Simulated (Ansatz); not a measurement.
## Run report: Ga15P16, geometry relaxation (part 1 of 3)

System: Ga15P16 (defect cell, 31 atoms in the cell).
Method: DFT PBE, scalar-relativistic, plane waves, PAW, spin-polarised (Ansatz 0.2.0).

The structure derives from a Materials Project entry. It belongs to a series of runs on one base structure; here: V_Ga, charge +0, atoms relaxed at the host's cell.

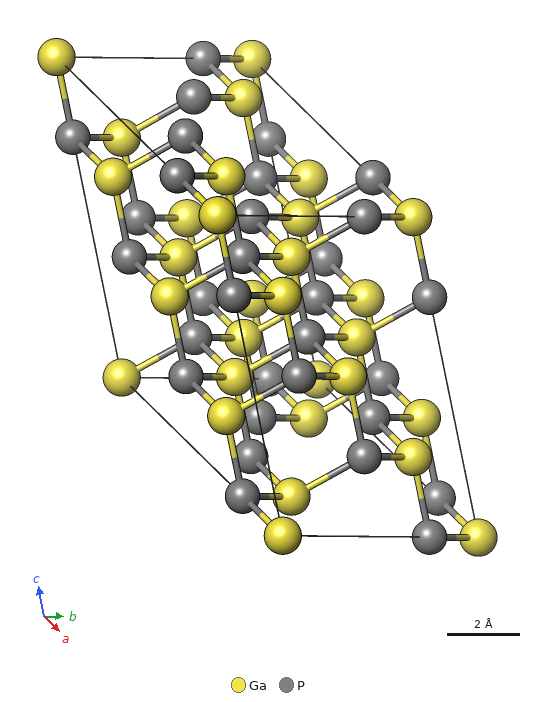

Fig. 1: The input geometry (ball-and-stick view of the cell of the calculation, seen at an oblique angle). Near neighbours in the crystal (not all of them lie inside the picture): Ga has 4 P at 2.33 to 2.46 Å; P has 3 Ga at 2.33 to 2.46 Å; P has 4 Ga at 2.38 Å.

Key numbers:

```csv
quantity,value
outcome,converged
electrons treated,275
free energy,−68845.3772 eV
Fermi energy,6.065 eV
gap on the k-point mesh,none (metallic)
net moment of the cell,1.50 μB
integrated absolute moment,1.57 μB
final volume,667.36 Å³
largest force (length of the vector) at the end,0.017 eV/Å
hardware,"8 threads of Arm Neoverse V2, 24 GiB of memory available, shared host"
wall time,2 min (CPU time 15 min)
peak memory,3.9 GiB
```

Input file:
```yaml
crystal:
  lattice:
    - [-5.5051169769, 5.5051169769, 5.5051169769]
    - [5.5051169769, -5.5051169769, 5.5051169769]
    - [5.5051169769, 5.5051169769, -5.5051169769]
  atoms:
    - { symbol: Ga, position: [0.5, 0.75, 0.75] }
    - { symbol: Ga, position: [0.5, 0.0, 0.5] }
    - { symbol: Ga, position: [0.75, 0.25, 0.0] }
    - { symbol: Ga, position: [0.5, 0.25, 0.25] }
    - { symbol: Ga, position: [0.75, 0.5, 0.75] }
    - { symbol: Ga, position: [0.75, 0.75, 0.5] }
    - { symbol: Ga, position: [0.0, 0.0, 0.0] }
    - { symbol: Ga, position: [0.75, 0.0, 0.25] }
    - { symbol: Ga, position: [0.0, 0.25, 0.75] }
    - { symbol: Ga, position: [0.0, 0.5, 0.5] }
    - { symbol: Ga, position: [0.25, 0.75, 0.0] }
    - { symbol: Ga, position: [0.0, 0.75, 0.25] }
    - { symbol: Ga, position: [0.25, 0.0, 0.75] }
    - { symbol: Ga, position: [0.25, 0.25, 0.5] }
    - { symbol: Ga, position: [0.25, 0.5, 0.25] }
    - { symbol: P, position: [0.2455819996, 0.4992323076, 0.0001362861], spin: 0.25 }
    - { symbol: P, position: [0.25, 0.75, 0.75] }
    - { symbol: P, position: [0.25, 0.0, 0.5] }
    - { symbol: P, position: [0.4968926304, 0.2498268479, 0.0005064002], spin: 0.25 }
    - { symbol: P, position: [0.25, 0.25, 0.25] }
    - { symbol: P, position: [0.5036549884, 0.5003081526, 0.7541868222], spin: 0.25 }
    - { symbol: P, position: [0.5, 0.75, 0.5] }
    - { symbol: P, position: [0.75, 0.0, 0.0] }
    - { symbol: P, position: [0.5, 0.0, 0.25] }
    - { symbol: P, position: [0.75, 0.25, 0.75] }
    - { symbol: P, position: [0.75, 0.5, 0.5] }
    - { symbol: P, position: [0.0, 0.75, 0.0] }
    - { symbol: P, position: [0.7554279514, 0.7447396176, 0.2531553685], spin: 0.25 }
    - { symbol: P, position: [0.0, 0.0, 0.75] }
    - { symbol: P, position: [0.0, 0.25, 0.5] }
    - { symbol: P, position: [0.0, 0.5, 0.25] }
  host:
    lattice:
      - [0.0, 2.7525584885, 2.7525584885]
      - [2.7525584885, 0.0, 2.7525584885]
      - [2.7525584885, 2.7525584885, 0.0]
    atoms:
      - { symbol: Ga, position: [0.0, 0.0, 0.0] }
      - { symbol: P, position: [0.25, 0.25, 0.25] }
basis:
  ecutwfc: 420
  xc_grid: 2
kpoints:
  mp_grid: { grid: [2, 2, 2], shift: [0.5, 0.5, 0.5] }
hamiltonian:
  xc: pbe
scf:
  occupations: { method: gaussian, width: 0.02 }
  lower_state_search: "off"
output:
  forces: true
  stress: false
  eigenvalues: true
  populations: true
  charged_corrections:
    defect_position: [0.5, 0.5, 0.0]
    epsilon: [[12.8489, 0.0, 0.0], [0.0, 12.8489, 0.0], [0.0, 0.0, 12.8489]]
  write_density: true
  write_potential: true
  elf: true
  volumetric_format: npy
magnetization:
  spin_polarized: true
relax:
  adjacent_minimum: "off"
  f_tol: 0.03
  max_steps: 40
```

Launch command:
```bash
ansatz run input.yaml --threads 8 --pin off --max-ram 16384MiB --backend cpu --events-out ev --progress --plain --runs-dir out
```

What the program printed:
```
Engine: ansatz 0.2.0, aarch64-unknown-linux-gnu
Pseudopotentials: kind: paw
Pseudopotential: Ga, paw, valence charge 13, recommended cutoff 420 eV (normal), Ga.paw.azcp
Pseudopotential: P, paw, valence charge 5, recommended cutoff 420 eV (normal), P.paw.azcp
Functional definition: PBE
  parameter kappa = 0.804
  parameter beta = 0.06672455060314922
  exchange = pbe_x(kappa = kappa, mu = beta*pi^2/3)
  correlation = pbe_c(beta = beta)
Crystal: 31 atoms, lattice volume = 667.359 Å³
Basis set: ecut = 420 eV, 13067 PW (Γ), exchange–correlation on 128×128×128 points (8 copies of the dense FFT grid, shifted against one another)
Bands: 169, of which v1, the nominal top of the filled ones, is band 138 counted from 1 (137 counted from 0)
Symmetry: 1 space group operations
Space group: P1 (ITA 1), of the structure as read, at distance tolerance 8.7e-5 Å
Magnetic group: BNS 1.1 (UNI 1), of the structure as read, at distance tolerance 8.7e-5 Å
k-points: 4 of 8 (time reversal used)
Non-local potential: Ga, projectors of the file, l = 0: 2, l = 1: 2, l = 2: 3, l = 3: 1
Non-local potential: P, projectors of the file, l = 0: 2, l = 1: 2, l = 2: 2
PAW form: soft (Blöchl's): semilocal exchange-correlation on the pseudo side does not see the compensation charge
PAW one-centre angular grid: Ga, 590 points (default); XC on 64 Gauss nodes
PAW one-centre angular grid: P, 110 points (default); XC on 64 Gauss nodes
Initial density: superposition of atomic densities (chi_scale 0.1, normalization cell)
Starting moments: Σ|m| = 1 μB on 4 of 31 sites
Initial wavefunctions: pseudopotential atomic-orbital guess
Functional: x = pbe(κ = 0.804, μ = 0.2195149727645171), c = pbe(β = 0.06672455060314922)
SCF iter   1: F=—  HF=-68848.518969 eV  |F-HF|=—  |Δ(HF+E_count)|=         —  Δρ=2.10e-2 (↑2.10e-2 ↓2.09e-2)  dr2=1.31e1  dr2_m=2.70e-2  M=1.500 μB ∫|m|=1.512 μB  β_m=1.00  ethr=3.10e-3  ⟨swp⟩=7.0  Hψ=5444  notcnv=0  defer=30
preconditioner: auto → Resta (q_TF=auto, 2.354 Å⁻¹)  ε∞=4.3  [insulator: Δε(μ)=0.042 eV  Ē_g=13.089 eV  σ=0.020 eV  W_gap=0.87  n_scr=140 (ndim 8)  ℏωp=23.8 eV  f_vac=0.000  D(μ)=8.11/eV (n_scr^D=42)  ε∞_Penn≈4.3]
spin=Collinear: Resta preconditioning applied to the charge; magnetization (m = ρ↑ − ρ↓) channel mixes plain (no charge-response kernel on spin).
SCF iter   2: F=—  HF=-68846.464767 eV  |F-HF|=—  |Δ(HF+E_count)|=    2.05e0  Δρ=1.51e-2 (↑1.51e-2 ↓1.51e-2)  dr2=6.00e0  dr2_m=1.76e-3  M=1.500 μB ∫|m|=1.553 μB  β_m=1.00  ethr=3.10e-3  ⟨swp⟩=2.0  Hψ=1613  notcnv=0  defer=196
SCF iter   3: F=—  HF=-68845.261247 eV  |F-HF|=—  |Δ(HF+E_count)|=    1.20e0  Δρ=4.44e-3 (↑4.44e-3 ↓4.40e-3)  dr2=4.44e-1  dr2_m=1.26e-4  M=1.500 μB ∫|m|=1.568 μB  β_m=0.30  ethr=2.18e-3  ⟨swp⟩=3.0  Hψ=1750  notcnv=0  defer=196
SCF iter   4: F=—  HF=-68845.252420 eV  |F-HF|=—  |Δ(HF+E_count)|=   8.83e-3  Δρ=1.60e-3 (↑1.60e-3 ↓1.58e-3)  dr2=6.89e-2  dr2_m=6.74e-5  M=1.500 μB ∫|m|=1.569 μB  β_m=0.30  ethr=1.62e-4  ⟨swp⟩=2.8  Hψ=2534  notcnv=0  defer=200
SCF iter   5: F=—  HF=-68845.263062 eV  |F-HF|=—  |Δ(HF+E_count)|=   1.06e-2  Δρ=7.30e-4 (↑7.30e-4 ↓7.12e-4)  dr2=1.25e-2  dr2_m=3.76e-5  M=1.500 μB ∫|m|=1.571 μB  β_m=1.00  ethr=2.50e-5  ⟨swp⟩=2.5  Hψ=1850  notcnv=0  defer=200
SCF iter   6: F=—  HF=-68845.269933 eV  |F-HF|=—  |Δ(HF+E_count)|=   6.87e-3  Δρ=4.52e-4 (↑4.52e-4 ↓4.46e-4)  dr2=5.20e-3  dr2_m=4.58e-6  M=1.500 μB ∫|m|=1.575 μB  β_m=0.30  ethr=4.56e-6  ⟨swp⟩=2.0  Hψ=2385  notcnv=0  defer=200
SCF iter   7: F=—  HF=-68845.275134 eV  |F-HF|=—  |Δ(HF+E_count)|=   5.20e-3  Δρ=9.52e-5 (↑9.47e-5 ↓9.52e-5)  dr2=3.57e-4  dr2_m=1.67e-6  M=1.500 μB ∫|m|=1.575 μB  β_m=0.30  ethr=1.89e-6  ⟨swp⟩=3.0  Hψ=2304  notcnv=0  defer=200
SCF iter   8: F=—  HF=-68845.275230 eV  |F-HF|=—  |Δ(HF+E_count)|=   9.66e-5  Δρ=7.04e-5 (↑6.92e-5 ↓7.04e-5)  dr2=1.05e-4  dr2_m=1.40e-6  M=1.500 μB ∫|m|=1.575 μB  β_m=0.30  ethr=1.30e-7  ⟨swp⟩=2.5  Hψ=1984  notcnv=0  defer=200
Mixer restart at iter 8: flushing history
spin-set hold released at iteration 8 (site moments contracting): the magnetisation degrees of freedom join the quasi-Newton model from the next iteration; the mixer history was flushed
SCF iter   9: F=—  HF=-68845.275245 eV  |F-HF|=—  |Δ(HF+E_count)|=   1.47e-5  Δρ=5.70e-5 (↑5.57e-5 ↓5.70e-5)  dr2=5.73e-5  dr2_m=9.38e-7  M=1.500 μB ∫|m|=1.575 μB  β_m=0.62  ethr=3.82e-8  ⟨swp⟩=2.1  Hψ=1285  notcnv=0  defer=200
iter 10 did not close the SCF: its close was put off for a magnetic moment that had not settled (scf_convergence_deferred on its scf_iter line)
SCF iter  10: F=-68845.275301 eV  HF=-68845.275296 eV  |F-HF|=5.16e-6  |Δ(HF+E_count)|=   5.12e-5  Δρ=1.11e-5 (↑1.08e-5 ↓1.11e-5)  dr2=2.95e-6  dr2_m=1.33e-7  M=1.500 μB ∫|m|=1.576 μB  β_m=0.61  ethr=8.18e-9  ⟨swp⟩=19.1  Hψ=12861  notcnv=0
SCF iter  11: F=-68845.275304 eV  HF=-68845.275302 eV  |F-HF|=2.05e-6  |Δ(HF+E_count)|=   5.98e-6  Δρ=6.69e-6 (↑5.72e-6 ↓6.69e-6)  dr2=1.02e-6  dr2_m=5.76e-8  M=1.500 μB ∫|m|=1.576 μB  ethr=1.07e-9  ⟨swp⟩=8.2  Hψ=9500  notcnv=0
SCF 1 converged in 11 iterations: F = -68845.275304 eV  dr2 = 1.02e-6
  greatest PAW one-centre occupation: 0.994 electrons in one spin orbital (limit 2), on the Ga atom at site 7 (counted from 0), in its partial waves of l = 2
relax step   1: F+E_penalty+E_count = -68845.27530431 eV  Δ(F+E_penalty+E_count) = +0.000e0 eV  max|allowed force component| = 7.388e-1 eV/Å  Δτ_max = 0.0000 Å  (11 SCF iters, dr2 threshold 2.25e-5 eV, accepted)
Initial density: handed on by an earlier stage of this run
Starting moments: Σ|m| = 1 μB on 4 of 31 sites; this step starts from the density that it was given
Initial wavefunctions: those handed on with the density
iter 1 solved again at ethr=1.05e-5 eV; its pass at ethr=3.10e-3 eV (dr2=2.90e-2 eV) is discarded
SCF iter   1: F=—  HF=-68845.371864 eV  |F-HF|=—  |Δ(HF+E_count)|=         —  Δρ=1.42e-3 (↑1.39e-3 ↓1.42e-3)  dr2=3.10e-2  dr2_m=6.96e-4  M=1.500 μB ∫|m|=1.568 μB  β_m=0.30  ethr=1.05e-5  ⟨swp⟩=3.0  Hψ=4016  notcnv=0  defer=196
preconditioner: auto → Resta (q_TF=auto, 2.354 Å⁻¹)  ε∞=4.1  [insulator: Δε(μ)=0.088 eV  Ē_g=13.592 eV  σ=0.020 eV  W_gap=1.00  n_scr=140 (ndim 8)  ℏωp=23.8 eV  f_vac=0.008  D(μ)=0.28/eV (n_scr^D=0)  ε∞_Penn≈4.1]
spin=Collinear: Resta preconditioning applied to the charge; magnetization (m = ρ↑ − ρ↓) channel mixes plain (no charge-response kernel on spin).
SCF iter   2: F=—  HF=-68845.369749 eV  |F-HF|=—  |Δ(HF+E_count)|=   2.11e-3  Δρ=1.02e-3 (↑9.96e-4 ↓1.02e-3)  dr2=1.51e-2  dr2_m=3.88e-4  M=1.500 μB ∫|m|=1.567 μB  β_m=0.65  ethr=1.05e-5  ⟨swp⟩=1.1  Hψ=1157  notcnv=0  defer=196
SCF iter   3: F=—  HF=-68845.368894 eV  |F-HF|=—  |Δ(HF+E_count)|=   8.56e-4  Δρ=1.23e-4 (↑1.11e-4 ↓1.23e-4)  dr2=2.97e-4  dr2_m=1.25e-5  M=1.500 μB ∫|m|=1.566 μB  β_m=0.71  ethr=5.51e-6  ⟨swp⟩=2.0  Hψ=1643  notcnv=0  defer=196
SCF iter   4: F=—  HF=-68845.368969 eV  |F-HF|=—  |Δ(HF+E_count)|=   7.58e-5  Δρ=4.64e-5 (↑4.23e-5 ↓4.64e-5)  dr2=7.75e-5  dr2_m=1.87e-6  M=1.500 μB ∫|m|=1.566 μB  β_m=0.68  ethr=1.08e-7  ⟨swp⟩=2.6  Hψ=2273  notcnv=0  defer=196
iter 5 did not close the SCF: its close was put off for a magnetic moment that had not settled (scf_convergence_deferred on its scf_iter line)
SCF iter   5: F=-68845.368969 eV  HF=-68845.368970 eV  |F-HF|=8.59e-7  |Δ(HF+E_count)|=   2.60e-7  Δρ=1.80e-5 (↑1.67e-5 ↓1.80e-5)  dr2=9.69e-6  dr2_m=3.24e-7  M=1.500 μB ∫|m|=1.566 μB  β_m=0.70  ethr=1.24e-8  ⟨swp⟩=21.4  Hψ=15429  notcnv=0
SCF iter   6: F=-68845.368974 eV  HF=-68845.368973 eV  |F-HF|=9.64e-7  |Δ(HF+E_count)|=   3.52e-6  Δρ=6.47e-6 (↑6.24e-6 ↓6.47e-6)  dr2=1.14e-6  dr2_m=3.57e-8  M=1.500 μB ∫|m|=1.566 μB  ethr=3.52e-9  ⟨swp⟩=9.2  Hψ=10163  notcnv=0
SCF 2 converged in 6 iterations: F = -68845.368974 eV  dr2 = 1.14e-6
relax step   2: F+E_penalty+E_count = -68845.36897403 eV  Δ(F+E_penalty+E_count) = -9.367e-2 eV  max|allowed force component| = 1.386e-1 eV/Å  Δτ_max = 0.1006 Å  (6 SCF iters, dr2 threshold 3.41e-5 eV, accepted)
SCF iter   1: F=—  HF=-68845.377197 eV  |F-HF|=—  |Δ(HF+E_count)|=         —  Δρ=5.94e-4 (↑5.88e-4 ↓5.94e-4)  dr2=4.17e-3  dr2_m=7.74e-5  M=1.500 μB ∫|m|=1.563 μB  β_m=0.30  ethr=1.63e-5  ⟨swp⟩=4.0  Hψ=3404  notcnv=0  defer=196
preconditioner: auto → Resta (q_TF=auto, 2.354 Å⁻¹)  ε∞=4.1  [insulator: Δε(μ)=0.089 eV  Ē_g=13.578 eV  σ=0.020 eV  W_gap=1.00  n_scr=140 (ndim 8)  ℏωp=23.8 eV  f_vac=0.008  D(μ)=0.26/eV (n_scr^D=0)  ε∞_Penn≈4.1]
spin=Collinear: Resta preconditioning applied to the charge; magnetization (m = ρ↑ − ρ↓) channel mixes plain (no charge-response kernel on spin).
SCF iter   2: F=—  HF=-68845.376949 eV  |F-HF|=—  |Δ(HF+E_count)|=   2.47e-4  Δρ=4.19e-4 (↑4.16e-4 ↓4.19e-4)  dr2=1.94e-3  dr2_m=4.33e-5  M=1.500 μB ∫|m|=1.563 μB  β_m=0.63  ethr=1.52e-6  ⟨swp⟩=1.5  Hψ=1597  notcnv=0  defer=196
SCF iter   3: F=—  HF=-68845.376956 eV  |F-HF|=—  |Δ(HF+E_count)|=   6.64e-6  Δρ=6.32e-5 (↑5.37e-5 ↓6.32e-5)  dr2=9.15e-5  dr2_m=2.57e-6  M=1.500 μB ∫|m|=1.563 μB  β_m=0.66  ethr=7.05e-7  ⟨swp⟩=2.0  Hψ=1578  notcnv=0  defer=196
SCF iter   4: F=—  HF=-68845.377178 eV  |F-HF|=—  |Δ(HF+E_count)|=   2.22e-4  Δρ=2.03e-5 (↑1.82e-5 ↓2.03e-5)  dr2=1.42e-5  dr2_m=3.34e-7  M=1.500 μB ∫|m|=1.563 μB  β_m=0.69  ethr=3.33e-8  ⟨swp⟩=2.8  Hψ=2378  notcnv=0  defer=196
SCF iter   5: F=—  HF=-68845.377180 eV  |F-HF|=—  |Δ(HF+E_count)|=   1.87e-6  Δρ=7.51e-6 (↑6.86e-6 ↓7.51e-6)  dr2=1.86e-6  dr2_m=6.06e-8  M=1.500 μB ∫|m|=1.563 μB  β_m=0.71  ethr=5.15e-9  ⟨swp⟩=2.4  Hψ=2245  notcnv=0  defer=196
iter 6 did not close the SCF: its close was put off for a magnetic moment that had not settled (scf_convergence_deferred on its scf_iter line)
SCF iter   6: F=-68845.377181 eV  HF=-68845.377180 eV  |F-HF|=2.14e-7  |Δ(HF+E_count)|=   6.52e-7  Δρ=3.11e-6 (↑2.78e-6 ↓3.11e-6)  dr2=2.17e-7  dr2_m=1.17e-8  M=1.500 μB ∫|m|=1.563 μB  β_m=0.85  ethr=4.36e-10  ⟨swp⟩=18.5  Hψ=10903  notcnv=0
SCF iter   7: F=-68845.377181 eV  HF=-68845.377181 eV  |F-HF|=8.93e-9  |Δ(HF+E_count)|=   2.76e-7  Δρ=9.16e-7 (↑9.02e-7 ↓9.16e-7)  dr2=3.21e-8  dr2_m=8.05e-10  M=1.500 μB ∫|m|=1.563 μB  ethr=7.87e-11  ⟨swp⟩=7.0  Hψ=8333  notcnv=0
SCF 3 converged in 7 iterations: F = -68845.377181 eV  dr2 = 3.21e-8
  greatest PAW one-centre occupation: 0.994 electrons in one spin orbital (limit 2), on the Ga atom at site 3 (counted from 0), in its partial waves of l = 2
relax step   3: F+E_penalty+E_count = -68845.37718055 eV  Δ(F+E_penalty+E_count) = -8.207e-3 eV  max|allowed force component| = 1.473e-2 eV/Å  Δτ_max = 0.0293 Å  (7 SCF iters, dr2 threshold 1.20e-6 eV, accepted)
iter 1 solved again at ethr=1.17e-11 eV; its pass at ethr=3.10e-3 eV (dr2=3.21e-8 eV) is discarded
SCF iter   1: F=—  HF=-68845.377181 eV  |F-HF|=—  |Δ(HF+E_count)|=         —  Δρ=9.16e-7 (↑9.02e-7 ↓9.16e-7)  dr2=3.21e-8  dr2_m=8.05e-10  M=1.500 μB ∫|m|=1.563 μB  β_m=0.30  ethr=1.17e-11  ⟨swp⟩=1.0  Hψ=3184  notcnv=0
preconditioner: auto → Resta (q_TF=auto, 2.354 Å⁻¹)  ε∞=4.1  [insulator: Δε(μ)=0.093 eV  Ē_g=13.576 eV  σ=0.020 eV  W_gap=1.00  n_scr=140 (ndim 8)  ℏωp=23.8 eV  f_vac=0.008  D(μ)=0.24/eV (n_scr^D=0)  ε∞_Penn≈4.1]
spin=Collinear: Resta preconditioning applied to the charge; magnetization (m = ρ↑ − ρ↓) channel mixes plain (no charge-response kernel on spin).
iter 2 did not close the SCF: its close was put off for a magnetic moment that had not settled (scf_convergence_deferred on its scf_iter line)
SCF iter   2: F=-68845.377181 eV  HF=-68845.377181 eV  |F-HF|=1.08e-8  |Δ(HF+E_count)|=  1.60e-10  Δρ=6.13e-7 (↑5.85e-7 ↓6.13e-7)  dr2=1.26e-8  dr2_m=5.86e-10  M=1.500 μB ∫|m|=1.563 μB  β_m=0.42  ethr=1.17e-11  ⟨swp⟩=7.0  Hψ=7246  notcnv=0
SCF iter   3: F=-68845.377181 eV  HF=-68845.377181 eV  |F-HF|=6.04e-9  |Δ(HF+E_count)|=   9.20e-9  Δρ=4.00e-7 (↑3.59e-7 ↓4.00e-7)  dr2=4.53e-9  dr2_m=2.74e-10  M=1.500 μB ∫|m|=1.563 μB  ethr=4.59e-12  ⟨swp⟩=5.8  Hψ=7067  notcnv=0
SCF 4 converged in 3 iterations: F = -68845.377181 eV  dr2 = 4.53e-9
relax step   4: F+E_penalty+E_count = -68845.37718058 eV  Δ(F+E_penalty+E_count) = -2.435e-8 eV  max|allowed force component| = 1.473e-2 eV/Å  Δτ_max = 0.0000 Å  (3 SCF iters, accepted)
```

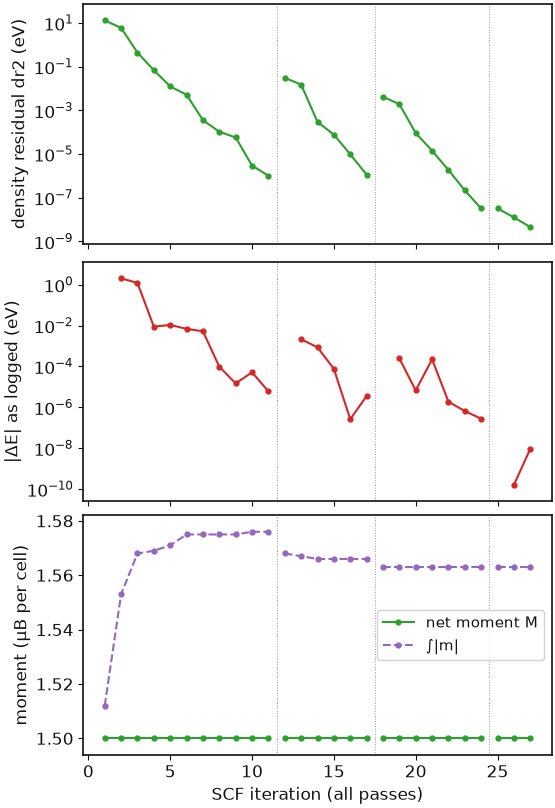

Fig. 2: Convergence of the self-consistent field: density residual dr2, size of the energy change and magnetic moment against the SCF iteration. The dotted lines part the SCF passes of the relaxation: geometry steps, rejected trials and re-solves on a re-selected basis. The passes take 11, 6, 7 and 3 iterations. The net moment stays at 1.5 μB per cell.

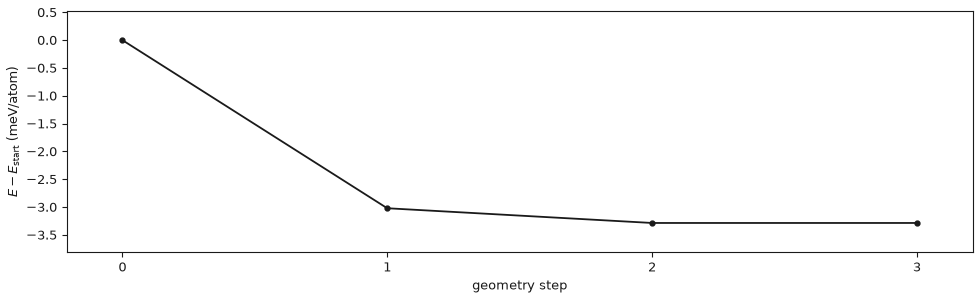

Fig. 3: Progress of the relaxation, step by step (the first geometry is step 0 here and step 1 in the log).
